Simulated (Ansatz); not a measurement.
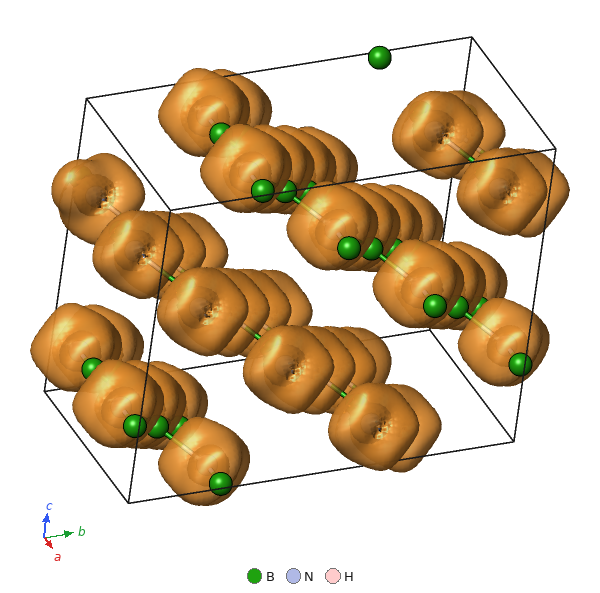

Figure 1: B₃₁HN₃₂ (cell with a defect). Isosurface of the ELF at 0.7 (orange), seen slightly off an axis. Core shells and regions of very low density are left out. Sticks mark near contacts.

Spin-polarised.

The calculation used DFT PBE+D3(BJ), scalar-relativistic, plane waves, PAW in Ansatz.

### Describe the localisation domains.

The ELF exceeds this value in 31 regions on N in which the atom's valence shell and bonds are merged and one joined region spread over several atoms (B, H, N), in which their bonds and any lone pairs are merged, counted in one cell of 64 atoms. Any copies at cell faces, edges or corners count once. Along the contacts the grid gives the following. N–H (1.02 Å): the ELF climbs to about 1 towards the hydrogen, as it does in any bond to H: a covalent bond by its length. B–N (1.40 Å): the ELF peaks at about 0.90 between the atoms.

### How are the moments arranged in this solution?

Parallel moments (a ferromagnetic arrangement) in this solution; site moments N: +0.3 μB (×2) in one cell of 64 atoms, with smaller moments on other sites: N (up to +0.05 μB).

### Does the calculation make it a metal, or give it a gap?

It is metallic or semimetallic at this level of theory: no gap opens.
